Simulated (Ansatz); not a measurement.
Geometry relaxation of Si$_{16}$C (charge −1) (part 2 of 3)

Si$_{16}$C (defect cell, 17 atoms in the cell, total charge −1); DFT PBE, scalar-relativistic, plane waves, PAW, spin-polarised (Ansatz 0.2.0); cutoff 420 eV, 2×2×2 k-mesh, Gaussian smearing of 0.01 eV, collinear spins. The structure derives from an entry of the Crystallography Open Database.

Geometry of the input (Å; fractional positions):
```
0.0000  5.4697  5.4697
5.4697  0.0000  5.4697
5.4697  5.4697  0.0000
Si 0.3664  0.3932  0.3759
Si 0.3908  0.3262  0.8923
Si 0.3731  0.8897  0.3643
Si 0.3262  0.9018  0.9005
Si 0.8646  0.3931  0.3763
Si 0.8580  0.4022  0.8832
Si 0.8566  0.8873  0.4023
Si 0.8790  0.9002  0.8986
Si 0.2376  0.2640  0.2609
Si 0.2304  0.2677  0.7483
Si 0.2315  0.7651  0.2615
Si 0.3046  0.6806  0.7153
Si 0.7400  0.2589  0.2599
Si 0.7493  0.2677  0.7513
Si 0.7373  0.7668  0.2677
Si 0.7243  0.7766  0.7760
C  0.1444  -0.1830  -0.1035
```

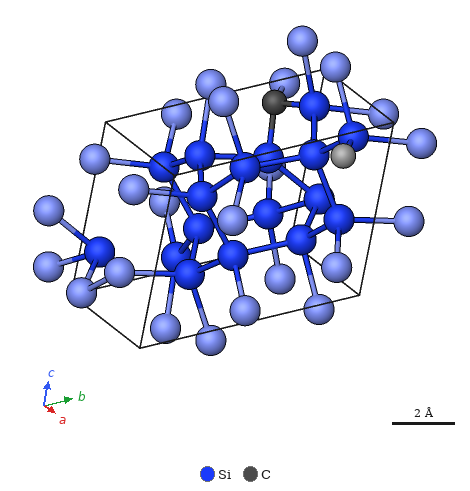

**Figure 1.** The geometry at step 8 of the log (ball-and-stick view of the cell of the calculation, seen slightly off an axis; neighbours outside the cell are drawn fainter).

The program's output, continued:
```
SCF iter   1: F=—  HF=-10412.275028 eV  |F-HF|=—  |Δ(HF+E_count)|=         —  Δρ=1.12e-3 (↑1.10e-3 ↓1.12e-3)  dr2=1.37e-2  dr2_m=1.84e-5  M=0.248 μB ∫|m|=0.266 μB  β_m=0.30  ethr=1.89e-5  ⟨swp⟩=3.1  Hψ=2994  notcnv=0  defer=186
preconditioner: auto → Resta (q_TF=auto, 2.105 Å⁻¹)  ε∞=5.4  [insulator: Δε(μ)=0.035 eV  Ē_g=8.150 eV  σ=0.010 eV  W_gap=0.99  n_scr=58 (ndim 8)  ℏωp=17.0 eV  f_vac=0.000  D(μ)=0.68/eV (n_scr^D=0)  ε∞_Penn≈5.4]
spin=Collinear: Resta preconditioning applied to the charge; magnetization (m = ρ↑ − ρ↓) channel mixes plain (no charge-response kernel on spin).
SCF iter   2: F=—  HF=-10412.273513 eV  |F-HF|=—  |Δ(HF+E_count)|=   1.52e-3  Δρ=7.66e-4 (↑7.54e-4 ↓7.66e-4)  dr2=5.57e-3  dr2_m=1.07e-5  M=0.249 μB ∫|m|=0.267 μB  β_m=0.55  ethr=1.89e-5  ⟨swp⟩=1.9  Hψ=695  notcnv=0  defer=186
SCF iter   3: F=—  HF=-10412.272758 eV  |F-HF|=—  |Δ(HF+E_count)|=   7.56e-4  Δρ=2.79e-4 (↑2.79e-4 ↓2.77e-4)  dr2=1.03e-3  dr2_m=1.34e-6  M=0.249 μB ∫|m|=0.270 μB  β_m=0.54  ethr=8.07e-6  ⟨swp⟩=2.3  Hψ=1174  notcnv=0  defer=186
SCF iter   4: F=—  HF=-10412.272628 eV  |F-HF|=—  |Δ(HF+E_count)|=   1.30e-4  Δρ=5.13e-5 (↑5.13e-5 ↓4.96e-5)  dr2=2.96e-5  dr2_m=2.20e-7  M=0.249 μB ∫|m|=0.271 μB  β_m=0.71  ethr=1.49e-6  ⟨swp⟩=2.0  Hψ=1210  notcnv=0  defer=186
iter 5 did not close the SCF: its close was put off for a magnetic moment that had not settled (scf_convergence_deferred on its scf_iter line)
SCF iter   5: F=-10412.272631 eV  HF=-10412.272632 eV  |F-HF|=8.22e-7  |Δ(HF+E_count)|=   4.55e-6  Δρ=1.44e-5 (↑1.27e-5 ↓1.44e-5)  dr2=3.13e-6  dr2_m=2.68e-8  M=0.249 μB ∫|m|=0.271 μB  β_m=0.84  ethr=2.90e-8  ⟨swp⟩=21.2  Hψ=7907  notcnv=0
SCF iter   6: F=-10412.272633 eV  HF=-10412.272633 eV  |F-HF|=6.05e-8  |Δ(HF+E_count)|=   5.08e-7  Δρ=2.68e-6 (↑2.68e-6 ↓2.38e-6)  dr2=9.89e-8  dr2_m=2.74e-9  M=0.249 μB ∫|m|=0.272 μB  ethr=4.54e-9  ⟨swp⟩=7.8  Hψ=5392  notcnv=0
SCF 2 converged in 6 iterations: F = -10412.272633 eV  dr2 = 9.89e-8
relax step   2: F+E_penalty+E_count = -10412.27263265 eV  Δ(F+E_penalty+E_count) = -4.434e-2 eV  max|allowed force component| = 3.131e-1 eV/Å  Δτ_max = 0.0348 Å  (6 SCF iters, dr2 threshold 2.00e-5 eV, accepted)
[... from here on the SCF iterations and repeated set-up lines of each step are left out, up to the last step ...]
SCF 3 converged in 11 iterations: F = -10412.311180 eV  dr2 = 2.27e-9
relax step   3: F+E_penalty+E_count = -10412.31117974 eV  Δ(F+E_penalty+E_count) = -3.855e-2 eV  max|allowed force component| = 1.148e-1 eV/Å  Δτ_max = 0.1471 Å  (11 SCF iters, dr2 threshold 6.13e-6 eV, accepted)
SCF 4 converged in 7 iterations: F = -10412.330225 eV  dr2 = 1.60e-7
relax step   4: F+E_penalty+E_count = -10412.33022524 eV  Δ(F+E_penalty+E_count) = -1.905e-2 eV  max|allowed force component| = 2.942e-1 eV/Å  Δτ_max = 0.1947 Å  (7 SCF iters, dr2 threshold 1.77e-6 eV, accepted)
SCF 5 converged in 6 iterations: F = -10412.358805 eV  dr2 = 6.49e-7
relax step   5: F+E_penalty+E_count = -10412.35880496 eV  Δ(F+E_penalty+E_count) = -2.858e-2 eV  max|allowed force component| = 2.917e-1 eV/Å  Δτ_max = 0.1576 Å  (6 SCF iters, dr2 threshold 1.16e-5 eV, accepted)
SCF 6 converged in 4 iterations: F = -10412.372402 eV  dr2 = 6.29e-5
relax step   6: F+E_penalty+E_count = -10412.37240177 eV  Δ(F+E_penalty+E_count) = -1.360e-2 eV  max|allowed force component| = 1.723e-1 eV/Å  Δτ_max = 0.1153 Å  (4 SCF iters, dr2 threshold 8.36e-5 eV, accepted)
SCF 7 converged in 5 iterations: F = -10412.399674 eV  dr2 = 3.90e-6
relax step   7: F+E_penalty+E_count = -10412.39967374 eV  Δ(F+E_penalty+E_count) = -2.727e-2 eV  max|allowed force component| = 1.441e-1 eV/Å  Δτ_max = 0.1022 Å  (5 SCF iters, dr2 threshold 1.04e-5 eV, accepted)
SCF 8 converged in 7 iterations: F = -10412.508423 eV  dr2 = 9.38e-8
relax step   8: F+E_penalty+E_count = -10412.50842276 eV  Δ(F+E_penalty+E_count) = -1.087e-1 eV  max|allowed force component| = 3.680e-1 eV/Å  Δτ_max = 0.1954 Å  (7 SCF iters, dr2 threshold 7.24e-6 eV, accepted)
SCF 9 converged in 4 iterations: F = -10412.631460 eV  dr2 = 5.71e-5
relax step   9: F+E_penalty+E_count = -10412.63145995 eV  Δ(F+E_penalty+E_count) = -1.230e-1 eV  max|allowed force component| = 3.091e-1 eV/Å  Δτ_max = 0.2000 Å  (4 SCF iters, dr2 threshold 9.47e-5 eV, accepted)
SCF 10 converged in 5 iterations: F = -10412.598122 eV  dr2 = 6.94e-6
relax step  10: F+E_penalty+E_count = -10412.59812227 eV  Δ(F+E_penalty+E_count) = +3.334e-2 eV  max|allowed force component| = 8.387e-1 eV/Å  Δτ_max = 0.1963 Å  (5 SCF iters, dr2 threshold 6.74e-5 eV, rejected (line search))
SCF 11 converged in 7 iterations: F = -10412.665900 eV  dr2 = 1.24e-8
relax step  11: F+E_penalty+E_count = -10412.66590028 eV  Δ(F+E_penalty+E_count) = -3.444e-2 eV  max|allowed force component| = 8.065e-2 eV/Å  Δτ_max = 0.0982 Å  (7 SCF iters, accepted)
SCF 12 converged in 6 iterations: F = -10412.668595 eV  dr2 = 1.19e-8
relax step  12: F+E_penalty+E_count = -10412.66859479 eV  Δ(F+E_penalty+E_count) = -2.695e-3 eV  max|allowed force component| = 2.574e-2 eV/Å  Δτ_max = 0.0216 Å  (6 SCF iters, accepted)
SCF iter   1: F=—  HF=-10412.668782 eV  |F-HF|=—  |Δ(HF+E_count)|=         —  Δρ=9.56e-5 (↑9.56e-5 ↓9.55e-5)  dr2=1.01e-4  dr2_m=3.25e-8  M=0.000 μB ∫|m|=0.000 μB  β_m=0.30  ethr=1.32e-6  ⟨swp⟩=3.0  Hψ=1864  notcnv=0  defer=188
preconditioner: auto → Resta (q_TF=auto, 2.105 Å⁻¹)  ε∞=5.5  [insulator: Δε(μ)=0.027 eV  Ē_g=8.072 eV  σ=0.010 eV  W_gap=0.94  n_scr=58 (ndim 8)  ℏωp=17.0 eV  f_vac=0.000  D(μ)=4.71/eV (n_scr^D=14)  ε∞_Penn≈5.5]
spin=Collinear: Resta preconditioning applied to the charge; magnetization (m = ρ↑ − ρ↓) channel mixes plain (no charge-response kernel on spin).
SCF iter   2: F=—  HF=-10412.668778 eV  |F-HF|=—  |Δ(HF+E_count)|=   3.53e-6  Δρ=6.69e-5 (↑6.69e-5 ↓6.67e-5)  dr2=4.48e-5  dr2_m=1.81e-8  M=0.000 μB ∫|m|=0.000 μB  β_m=0.59  ethr=1.47e-7  ⟨swp⟩=1.0  Hψ=976  notcnv=0  defer=188
SCF iter   3: F=—  HF=-10412.668735 eV  |F-HF|=—  |Δ(HF+E_count)|=   4.37e-5  Δρ=1.51e-5 (↑1.51e-5 ↓1.50e-5)  dr2=2.42e-6  dr2_m=1.01e-9  M=0.000 μB ∫|m|=0.000 μB  β_m=0.63  ethr=6.49e-8  ⟨swp⟩=2.5  Hψ=1212  notcnv=0  defer=188
SCF iter   4: F=—  HF=-10412.668735 eV  |F-HF|=—  |Δ(HF+E_count)|=   7.50e-8  Δρ=2.88e-6 (↑2.88e-6 ↓2.86e-6)  dr2=1.23e-7  dr2_m=9.20e-11  M=0.000 μB ∫|m|=0.000 μB  β_m=0.73  ethr=3.51e-9  ⟨swp⟩=2.0  Hψ=1168  notcnv=0  defer=188
SCF iter   5: F=-10412.668735 eV  HF=-10412.668735 eV  |F-HF|=3.24e-9  |Δ(HF+E_count)|=   1.84e-8  Δρ=6.99e-7 (↑6.95e-7 ↓6.99e-7)  dr2=7.39e-9  dr2_m=1.19e-11  M=0.000 μB ∫|m|=0.000 μB  ethr=1.45e-10  ⟨swp⟩=13.9  Hψ=5524  notcnv=0
the starting moments were not kept: the SCF closed with an absolute magnetisation of 1.8e-5 μB, where they sum to 1.001 μB in size (11 sites). That is at most 0.1 of that sum. Measured as dr2_m measures the in/out step, that magnetisation stands 6.0e-12 eV from none, at or under the dr2_threshold of 1.0e-7 eV: it is no larger than a step whose dr2_m would equal this threshold.
SCF 13 converged in 5 iterations: F = -10412.668735 eV  dr2 = 7.39e-9
relax step  13: F+E_penalty+E_count = -10412.66873475 eV  Δ(F+E_penalty+E_count) = -1.400e-4 eV  max|allowed force component| = 6.058e-3 eV/Å  Δτ_max = 0.0042 Å  (5 SCF iters, accepted)
SCF converged after 5 iterations
Magnetization: 0.0000 μB (34.5000 up, 34.5000 down)
Absolute magnetization: 0.0000 μB (∫|ρ↑−ρ↓|, with the PAW one-centre terms)
Spin contamination: 0.0000 ħ² per cell (⟨S²⟩ above its minimum at these occupations)
Per-site moments (μB) at R_I (Å): [(1.1144811978347643e-7, 0.97958100359458), (3.486833753492134e-8, 0.9677467328488952), (4.4801220832325055e-7, 0.9385930444005308), (-7.39119671546008e-8, 0.7934666075199401), (9.617596919332775e-8, 0.9796131333088703), (3.371073786270892e-8, 0.9765011533969481), (2.022929707182229e-7, 0.9832263447793523), (-6.261866479351173e-8, 0.7935649216322886), (2.0311419159665674e-8, 0.8214541743561449), (1.5835389679294183e-7, 0.9774039947778483), (2.4774070871184114e-7, 0.97958100359458), (-5.90716845618524e-8, 0.7749284654597844), (3.5365757904867746e-7, 0.9826738702254425), (1.6610874311139409e-7, 0.9774121091031559), (2.4825655637857473e-7, 0.9796131333088703), (8.543054665441072e-8, 0.9765011533969481), (9.191537362054897e-8, 0.7749284654597844)]
Free energy (F): -10412.668735 eV
Harris-Foulkes:  -10412.668735 eV  (|F-HF|=3.24e-9)
Internal energy: -10412.668483 eV  (E = F + TS)
E sigma→0 (E₀):  -10412.668609 eV
Entropy (-TS):   -0.000252 eV (-0.015 meV/atom)
Fermi energy:    6.840074 eV
--- Per-component energies (eV) ---
  E_band       = 85.664097
  E_kinetic    = 742.516501
  E_local      = -624.091104  (includes V_loc(G=0)·N_el)
  E_nonlocal   = 441.745589
  E_hartree    = 193.444782
  E_xc         = -938.098569
  E_vxc        = -816.594248  (∫ρ·V_xc dr)
  E_paw        = -8302.271889  (= ΣΔE_a)
  E_vpaw       = -44.802312  (= ΣTr[D̂ρ^β])
  E_aug_tail   = 0.000106  (compensation charges beyond the density's cutoff)
  E_ewald      = -1925.913900
  E_smearing   = -0.000252  (= −TS)
  E_closure    = 0.000000  (closes the sum)
  E_deformation_potential = -12.676060  (in the stress; not in F)
  Σ components = -10412.668735   (vs F -10412.668735, Δ=0.00e0)
--- Forces (eV/Å), atoms counted from 1 ---
  atom   1  Si     0.00166139    -0.00142560     0.00206647
  atom   2  Si    -0.00091174     0.00194747    -0.00179080
  atom   3  Si     0.00065341     0.00472624    -0.00409995
  atom   4  Si     0.00383711     0.00448442     0.00594505
  atom   5  Si     0.00227783    -0.00273501     0.00178997
  atom   6  Si    -0.00044858     0.00070778    -0.00102730
  atom   7  Si     0.00206984    -0.00093288    -0.00008017
  atom   8  Si     0.00299484    -0.00584398    -0.00554817
  atom   9  Si    -0.00019029     0.00215487    -0.00281292
  atom  10  Si    -0.00029643     0.00024686     0.00162851
  atom  11  Si     0.00147393     0.00233761    -0.00255591
  atom  12  Si    -0.00538080    -0.00585168     0.00591217
  atom  13  Si    -0.00050771     0.00264570    -0.00253078
  atom  14  Si     0.00003239    -0.00176417    -0.00007365
  atom  15  Si     0.00134586     0.00312236    -0.00152854
  atom  16  Si    -0.00363208    -0.00167152     0.00605708
  atom  17  C     -0.00498494    -0.00213460    -0.00137318
  max |Σ_I F_I| component: 2.21e-5 eV/Å
--- Charged-cell corrections in eV (Makov–Payne, q = -1.000 e, ε = 12.981) ---
  F (periodic)     = -10412.668735  (uncorrected; the corrections below are reported, never added to it)
  E_corr1          = +0.232455  (monopole, q²α_M/2εL)
  F Makov-Payne    = -10412.436280  (F + E_corr1; no measured alignment; for a localised charge, not one spread in a band: unchecked)
  no potential alignment in this run, which stands beside a crystal: run the host's input off ansatz write-host-input, and read the two finished runs by ansatz place-levels (neither reads a slab, a wire or a sheet, whose cell leaves a vacuum)
--- Band table (eV; the first three rows and the last of 16) ---
  k-point 0 ↑: bands = ["-7.1155", "-4.8322", "-3.4465", "-3.3727", "-3.2124", "-2.9434", "-1.9959", "-1.8200", "-1.6529", "-1.5522", "-1.4208", "-0.9614", "-0.7781", "-0.6376", "-0.2747", "1.9490", "2.4578", "2.4607", "2.9552", "3.5206", "3.6378", "3.7206", "3.8416", "4.1534", "4.4919", "4.8426", "5.0869", "5.1248", "5.1927", "5.3268", "5.5331", "5.8144", "6.1311", "6.2699", "6.4570", "6.6308", "6.8269", "7.1159", "7.4079", "7.4452", "7.5613", "7.6485", "8.2533", "8.5451", "8.7169", "8.7995", "9.0870", "9.2147", "9.2626", "9.3932", "9.4646", "9.6503", "9.6969"]
  k-point 1 ↑: bands = ["-7.0137", "-4.8541", "-4.0954", "-3.2113", "-3.1157", "-2.9799", "-2.8469", "-2.7121", "-1.4136", "-0.8909", "-0.4299", "-0.2667", "0.0169", "0.3849", "0.9739", "1.8153", "1.9438", "2.3335", "2.3931", "2.6144", "2.6503", "2.9094", "3.0800", "3.2974", "3.9283", "4.1808", "4.2675", "4.4314", "4.6238", "5.1095", "5.1523", "5.4068", "5.5215", "6.2318", "7.1684", "7.1800", "7.5768", "7.8619", "7.8865", "7.9733", "8.2100", "8.8514", "9.2118", "9.4735", "9.5201", "10.2300", "10.2326", "10.2850", "10.5111", "10.6529", "10.8755", "11.0001", "11.1989"]
  k-point 2 ↑: bands = ["-7.0218", "-4.8122", "-4.0789", "-3.2474", "-3.1776", "-2.8844", "-2.8475", "-2.7546", "-1.4760", "-0.8113", "-0.4949", "-0.2315", "0.0659", "0.0988", "1.1308", "1.5009", "2.1304", "2.3743", "2.5346", "2.6284", "2.6574", "3.0818", "3.3811", "3.6614", "3.8727", "4.1391", "4.2335", "4.2577", "4.3638", "4.9923", "5.1896", "5.5001", "5.6831", "5.8770", "6.6031", "7.2151", "7.3788", "7.7615", "7.9192", "7.9605", "8.0657", "8.9478", "9.1734", "9.4767", "9.9198", "10.2150", "10.3799", "10.4463", "10.5008", "10.6147", "11.0005", "11.0104", "11.1711"]
  k-point 7 ↓: bands = ["-7.0175", "-4.8472", "-4.0402", "-3.3032", "-3.1644", "-2.9813", "-2.7947", "-2.6637", "-1.6017", "-0.6338", "-0.3406", "-0.1260", "0.0015", "0.2920", "0.6438", "1.5834", "1.8814", "2.1401", "2.4851", "2.7117", "2.7625", "2.9383", "3.5139", "3.7142", "3.8956", "4.1141", "4.1544", "4.3475", "4.5183", "4.8862", "5.2615", "5.5739", "5.5912", "5.8824", "7.1213", "7.4751", "7.6188", "7.7868", "7.8783", "8.0469", "8.1342", "8.6688", "9.1401", "9.6662", "9.7216", "9.8804", "9.9476", "10.2021", "10.3367", "10.6029", "10.8114", "10.8785", "11.0871"]
--- Relaxed structure (13 steps of the walk, 12 accepted, 0 SCFs on fresh bases) ---
  F+E_penalty+E_count = -10412.66873475 eV   max|allowed force component| = 6.058e-3 eV/Å
  atoms:
    - { symbol: Si, position: [0.3603163644460931, 0.4056228896924922, 0.36591293668131547] }
    - { symbol: Si, position: [0.42300883332336503, 0.31838996247734785, 0.8366039077544095] }
    - { symbol: Si, position: [0.33027014575353014, 0.9698499434341432, 0.3705979279932099] }
    - { symbol: Si, position: [0.32515256039737894, 0.8613636605250464, 0.9315411974546812] }
    - { symbol: Si, position: [0.8691961707440912, 0.4055861596517465, 0.3659028217617021] }
    - { symbol: Si, position: [0.8666421420481109, 0.3804100860301812, 0.887270410866546] }
    - { symbol: Si, position: [0.8445919016711979, 0.8851970630422771, 0.42658451389216157] }
    - { symbol: Si, position: [0.8829715453481314, 0.8613244883204868, 0.9315249143471561] }
    - { symbol: Si, position: [0.21482830542948284, 0.43068398419733434, 0.14070584009636622] }
    - { symbol: Si, position: [0.23838420519168496, 0.22954548638839606, 0.7406476579360597] }
    - { symbol: Si, position: [0.2232086058082955, 0.775369261053968, 0.30403587149980366] }
    - { symbol: Si, position: [0.3187509558202155, 0.6876914574316175, 0.6758434092489187] }
    - { symbol: Si, position: [0.7371384906362746, 0.2623538098868171, 0.2643683021438837] }
    - { symbol: Si, position: [0.7924458622643846, 0.22950178098869184, 0.7406394670545513] }
    - { symbol: Si, position: [0.6983784163969853, 0.7753411686865612, 0.30402456493572094] }
    - { symbol: Si, position: [0.7221163890807708, 0.7527254472428399, 0.8039147762784656] }
    - { symbol: C, position: [0.16663244024000906, -0.27286007894994624, -0.05934951414494987] }
--- Löwdin populations: 17 sites ---
  site symbol       q [e]    m [muB]
     0     Si      3.9973     0.0000
     1     Si      4.0667     0.0000
     2     Si      4.1977     0.0000
     3     Si      3.7384    -0.0000
     4     Si      3.9973     0.0000
     5     Si      3.9935     0.0000
     6     Si      4.0307     0.0000
     7     Si      3.7385    -0.0000
     8     Si      3.7522    -0.0000
     9     Si      4.0126     0.0000
    10     Si      4.0093     0.0000
    11     Si      3.6789    -0.0000
    12     Si      4.0167     0.0000
    13     Si      4.0126     0.0000
    14     Si      4.0093     0.0000
    15     Si      4.0606     0.0000
    16      C      4.8724     0.0000
  spilling = 0.011818 (of n_electrons = 69.000000)
```

Trajectory as extended XYZ (Å, eV, eV/Å), 13 frames, from step=1 to step=13:
```
17
Lattice="0.0000 5.4697 5.4697 5.4697 0.0000 5.4697 5.4697 5.4697 0.0000" Properties=species:S:1:pos:R:3:forces:R:3 step=1 energy=-10412.22829
Si    4.2065    4.0600    4.1547    0.0259  -0.0143  -0.1319
Si    6.6645    7.0180    3.9217    0.0011  -0.0599  -0.2139
Si    6.8589    4.0333    6.9070    0.1127  -0.0727  -0.1630
Si    9.8578    6.7098    6.7168   -0.2281  -0.1605   0.2351
Si    4.2083    6.7873    6.8794    0.1683   0.0845  -0.0679
Si    7.0306    9.5241    6.8930   -0.0240  -0.1003  -0.1007
Si    7.0538    6.8856    9.5384   -0.2170   0.0408  -0.0849
Si    9.8391    9.7229    9.7317    0.2531  -0.4193  -0.3766
Si    2.8710    2.7267    2.7436   -0.0815   0.0209  -0.0266
Si    5.5571    5.3531    2.7240    0.0630   0.0351  -0.0198
Si    5.6156    2.6966    5.4510    0.4058   0.2654  -0.0767
Si    7.6350    5.5783    5.3883   -0.5654  -0.2408   0.2131
Si    2.8377    5.4690    5.4636    0.0533  -0.1486   0.3009
Si    5.5737    8.2073    5.5627   -0.1700   0.2471   0.2672
Si    5.6584    5.4971    8.2273   -0.1216  -0.0115   0.1058
Si    8.4924    8.2066    8.2096    0.0995   0.1305   0.0116
C    -1.5670    0.2235   -0.2109    0.2248   0.4036   0.1282
```
